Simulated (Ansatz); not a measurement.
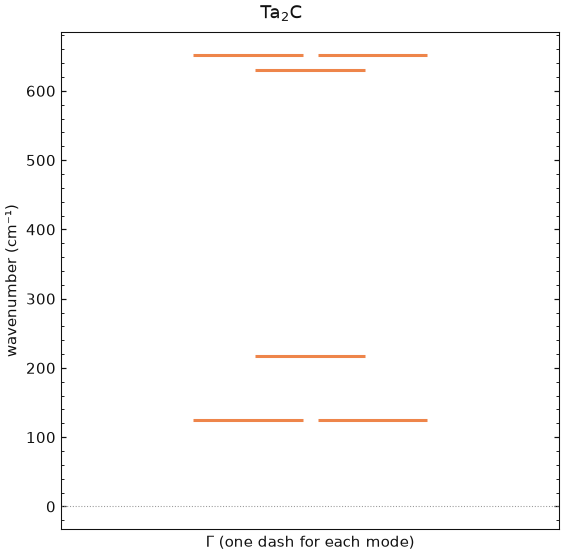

The figure shows the zone-centre optical phonon frequencies (the three acoustic modes are left out) for Ta₂C, space group P-3m1 (No. 164).

The given structure:
```
Ta C
1.0
     3.11085    0.00000    0.00000
    -1.55542    2.69407    0.00000
     0.00000    0.00000    4.94230
Ta C
2 1
Direct
  0.33333 0.66667 0.25344
  0.66667 0.33333 0.74656
  0.00000 0.00000 0.00000
```

Computed with Ansatz 0.2.0: harmonic phonon frequencies at the zone centre with atoms at rest in the given cell, without the long-range term of polar modes, the three translations left out, imaginary frequencies are negative; plane waves with PAW datasets, Γ-centred k mesh. Level: r2SCAN, no spin polarisation.

- wave cutoff: 500 eV
- k mesh: 18×18×10
- occupations: Fermi–Dirac
- smearing width: 0.15 eV
- pressure: 0 GPa
- phonon method: linear response

This calculation gives: highest mode 652.2 cm⁻¹ and lowest optical mode 124.7 cm⁻¹.

Now the level changes from r2SCAN to PBEsol, and the cell is that level's own (13.61 against 13.81 Å³/atom). The second calculation uses wave cutoff 420.0 eV. What happens?

The highest mode rises from 652.2 to 665.6 cm⁻¹ (+2.1 %) and the lowest optical mode rises from 124.7 to 129.1 cm⁻¹ (+3.5 %).

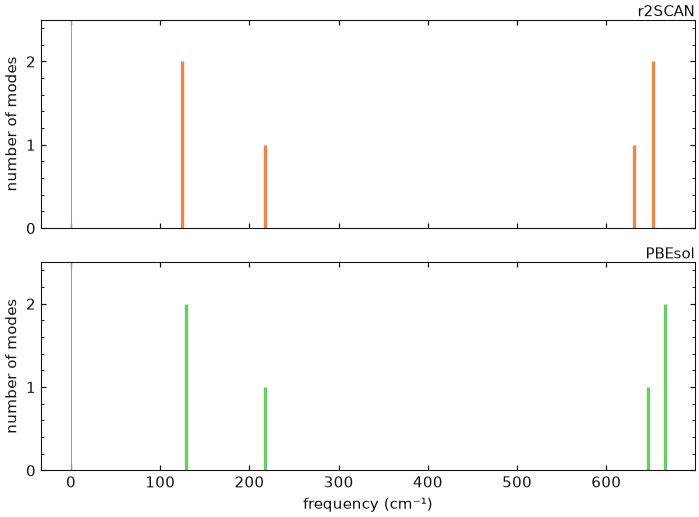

The two results together.

For both, limits of the calculation: metal sensitive to the k mesh.
